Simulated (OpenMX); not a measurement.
**ZnS: 7 runs along one coordinate**

System: ZnS (P6₃mc, 4 atoms in the cell).
Method: Kohn-Sham DFT of a periodic cell, LDA, OpenMX 2013 LDA set, no spin polarisation (OpenMX 3.8.5).

The 7 runs differ only in the geometry, by an even scaling of the cell at fixed fractional positions. The structure derives from an entry of the Crystallography Open Database.

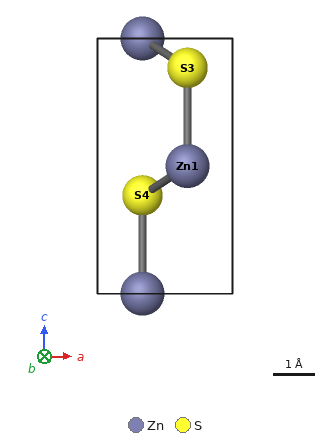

Figure 1. The structure of run 4 (ball-and-stick view of the cell of the calculation, along the b axis; atoms are numbered from 1 in the order of the input). An atom can appear more than once, as a periodic image.

## Input of run 4
```
System.CurrrentDirectory             ./
System.Name                          ZnS
DATA.PATH                            ./DFT_DATA13
level.of.stdout                      1
level.of.fileout                     0
Species.Number                       2
<Definition.of.Atomic.Species
  Zn  Zn6.0H-s3p2d2          Zn_CA13H
  S   S7.0-s2p2d1f1          S_CA13
Definition.of.Atomic.Species>

Atoms.Number                         4
Atoms.SpeciesAndCoordinates.Unit     FRAC
<Atoms.SpeciesAndCoordinates
    1  Zn    0.6666666667    0.3333333333    0.5000000000  10.000 10.000
    2  Zn    0.3333333333    0.6666666667    0.0000000000  10.000 10.000
    3  S     0.6666666667    0.3333333333    0.8850000000   3.000  3.000
    4  S     0.3333333333    0.6666666667    0.3850000000   3.000  3.000
Atoms.SpeciesAndCoordinates>

Atoms.UnitVectors.Unit               Ang
<Atoms.UnitVectors
     3.8110000000    0.0000000000    0.0000000000
    -1.9055000000    3.3004228138    0.0000000000
     0.0000000000    0.0000000000    6.2340000000
Atoms.UnitVectors>

scf.XcType                           LDA
scf.SpinPolarization                 off
scf.ElectronicTemperature            580.226
scf.energycutoff                     500.0
scf.maxIter                          100
scf.EigenvalueSolver                 band
scf.Kgrid                            9 9 5
scf.Mixing.Type                      rmm-diisk
scf.Init.Mixing.Weight               0.05
scf.Min.Mixing.Weight                0.001
scf.Max.Mixing.Weight                0.3
scf.Mixing.History                   25
scf.Mixing.StartPulay                8
scf.criterion                        1.0e-8
scf.stress.tensor                    on
MD.Type                              nomd
Band.dispersion                      on
Band.Nkpath                          9
<Band.kpath
   11   0.000000  0.000000  0.000000    0.500000  0.000000  0.000000  G M
    7   0.500000  0.000000  0.000000    0.333333  0.333333  0.000000  M K
   13   0.333333  0.333333  0.000000    0.000000  0.000000  0.000000  K G
    6   0.000000  0.000000  0.000000    0.000000  0.000000  0.500000  G A
   11   0.000000  0.000000  0.500000    0.500000  0.000000  0.500000  A L
    7   0.500000  0.000000  0.500000    0.333333  0.333333  0.500000  L H
   13   0.333333  0.333333  0.500000    0.000000  0.000000  0.500000  H A
    6   0.500000  0.000000  0.500000    0.500000  0.000000  0.000000  L M
    6   0.333333  0.333333  0.000000    0.333333  0.333333  0.500000  K H
Band.kpath>
```

Command:
```bash
openmx ZnS.dat -nt 1 > ZnS.std
```

Run 5 has the same physical settings and fractional positions; its lattice vectors (Å) are:
```
   3.836239    0.000000    0.000000
  -1.918120    3.322281    0.000000
   0.000000    0.000000    6.275286
```

## Results, with one run withheld

```tsv
run	volume per atom (Å³)	free energy per atom, from the lowest run given (meV)	gap on the mesh (eV)
1	18.427	7.80	2.57
2	18.819	1.65	2.45
3	19.211	0.00	2.33
4	19.603	2.40	2.21
5	19.995	?	?
6	20.387	17.30	1.99
7	20.779	29.29	1.89
```

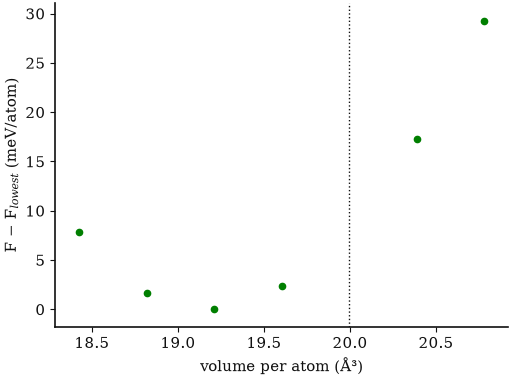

Figure 2. Free energy per atom of the runs given; the dotted line marks run 5.

Fit the runs given and predict run 5.

A cubic polynomial in V^(−2/3) (the Birch–Murnaghan form), fitted to the 6 runs given, misses them by at most 0.05 meV per atom. With x = V^(−2/3) − 0.13799 Å⁻², it reads F = 1.4499 − 1794.5 x + 5.516e+05 x² + 1.0288e+06 x³ (meV per atom). At run 5 it gives 8.25 meV per atom, and the run itself gives 8.25. The fit has its minimum at 19.170 Å³ per atom, where V d²F/dV² gives 80.6 GPa. Cell shape and fractional positions are held, so this is the stiffness under even scaling; the relaxed bulk modulus wasn't computed. The gap on the mesh goes, without turning, from 2.57 eV in run 1 to 1.89 eV in run 7; run 5 has 2.10 eV. These are gaps of this functional on this mesh, which can miss the band edges; they aren't the measured gap.

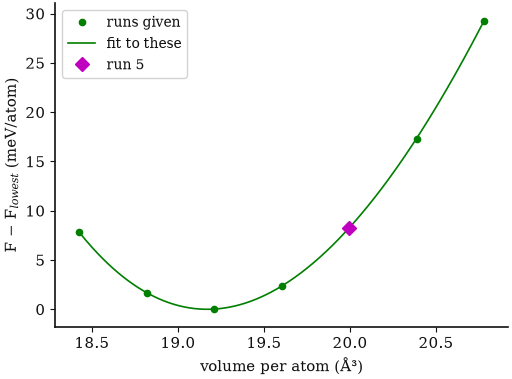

Figure 3. The fit and the withheld run.

## Some lines of the output (run 5)
```
[...]
  Cell_Volume =    539.724342892814 (Bohr^3)
        Total energy (Hartree) at MD = 1
   kloop=0
   kloop=1
   kloop=202
```

Notes: With a small basis of atomic orbitals these values can differ much from converged plane-wave results.
